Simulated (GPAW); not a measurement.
System: KCl (space group Fm-3m).

Calculation (GPAW 26.7.0): PAW DFT in plane waves, on a grid or in atomic orbitals, no spin polarisation; energies at scaled volumes of the given cell, shape and fractions fixed, counted from the fit's minimum, third-order Birch-Murnaghan fit. All runs: no spin polarisation.

k mesh 7×7×7; occupations Fermi–Dirac; smearing width 0.05 eV; wave cutoff 600 eV.

Settings that differ: r2SCAN: potentials GPAW-PAW-data-sets-(gpaw-data-1.2.1); PBEsol: potentials PAW-data-sets-made-by gpaw-setup-for-the-functional.

Predict the energy against volume, with one curve for each functional. The cases: r2SCAN; PBEsol.

The fitted equilibrium volumes, smallest first, are PBEsol 30.396, r2SCAN 31.101 Å³/atom. The fitted bulk moduli, smallest first, are PBEsol 18.8, r2SCAN 19.2 GPa.

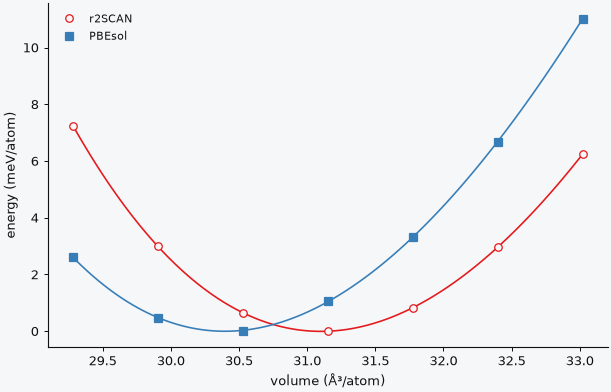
